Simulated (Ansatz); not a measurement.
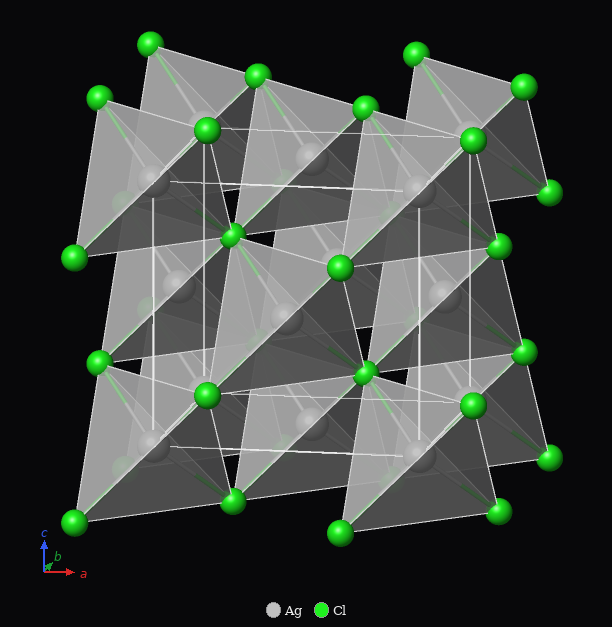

Polyhedral drawing of the structure, looking slightly off an axis. The box is the conventional unit cell; atoms on or close to its faces, edges and corners are drawn wherever they repeat. Some neighbours outside the box are added.

AgCl, zinc blende (sphalerite type), space group F-43m (No. 216), a = 6.219 Å, b = 6.219 Å, c = 6.219 Å, α = 90.00°, β = 90.00°, γ = 90.00°. The model was built from a structure type filled with these elements by a generator (whether the compound takes this form wasn't checked). The cell was then strained or its atoms displaced on purpose. It went into a calculation with Ansatz.

This one geometry was computed with Ansatz (DFT, plane waves, PAW) at three levels of theory: r2SCAN, PBE and HSE06. It was relaxed with r2SCAN and then strained.

How does the band gap change with the level of theory?

PBE: a gap of 1.39 eV, direct; r2SCAN: a gap of 1.79 eV, direct; HSE06: a gap of 2.87 eV, direct.

Collect the results in a table.

| level | cutoff (eV) | k-mesh of the run's cell | gap (eV) | pressure (GPa) |
| --- | --- | --- | --- | --- |
| r2SCAN | 500 | 8×8×8 | 1.79 | -3.0 |
| PBE | 420 | 8×8×8 | 1.39 | -1.9 |
| HSE06 | 420 | 6×6×6 | 2.87 | -2.0 |

Gaps are taken on the k-mesh or band path of each run.
